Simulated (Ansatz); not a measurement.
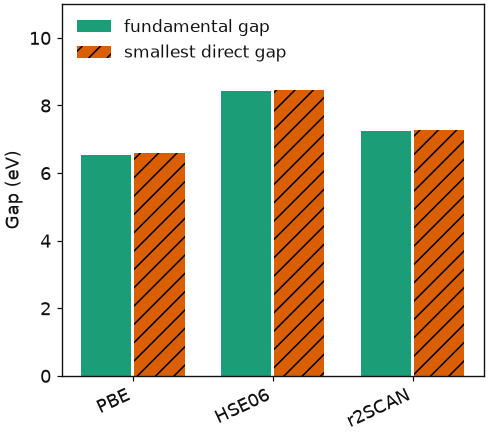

Gaps of SiO$_{2}$, space group I-42d, 6 atoms in the cell, hydrostatic strain −5.3%, at several levels of theory on one cell (Ansatz, plane waves and PAW; edges over the mesh and the special points).

**How does the gap depend on the level, and does its kind change?**

In rising order: PBE 6.54 eV, r2SCAN 7.23 eV and HSE06 8.41 eV. It is indirect at every level.
